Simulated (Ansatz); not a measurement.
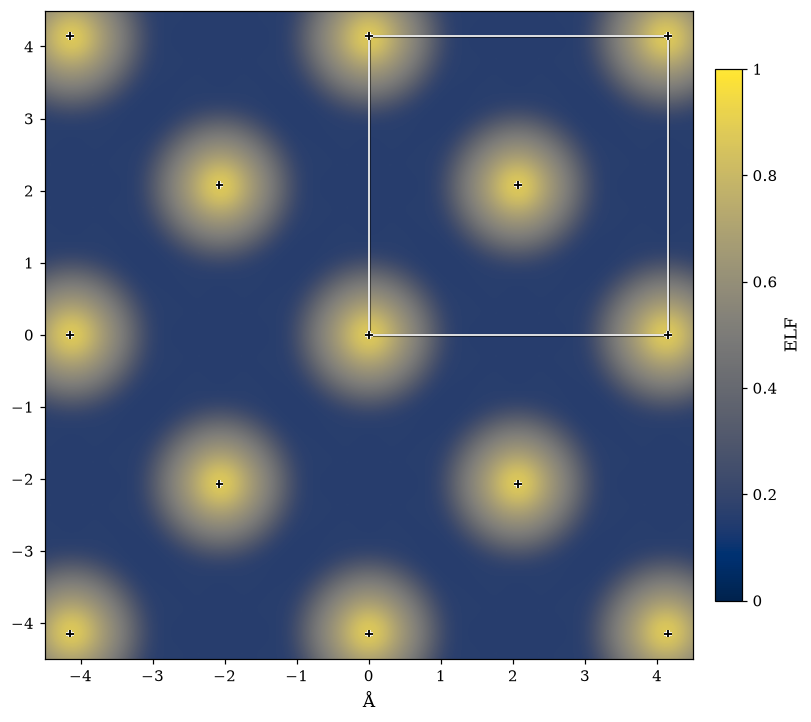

The electron localisation function on a plane through atoms (crosses mark nuclei in the plane).

All numbers below come from Ansatz 0.2.0, DFT PBE, scalar-relativistic, plane waves, PAW.

Candidates:
A. C, a = 2.47 Å, b = 2.47 Å, c = 28.99 Å, α = 90.00°, β = 90.00°, γ = 120.00°. Space group P6₃/mmc; a structure from a database of computed crystals, not necessarily the ambient phase.
B. Ag, a = 4.15 Å, b = 4.15 Å, c = 4.15 Å, α = 90.00°, β = 90.00°, γ = 90.00°. Space group Fm-3m; a structure from a database of computed crystals, not necessarily the ambient phase; computed without spin polarisation.

Which candidate gave the map?

Candidate B: Ag on the (100) plane of the conventional cell, which holds Ag. Ag–Ag (2.93 Å): the ELF is about 0.15 at the midpoint (no shared electron pair shows on this line).
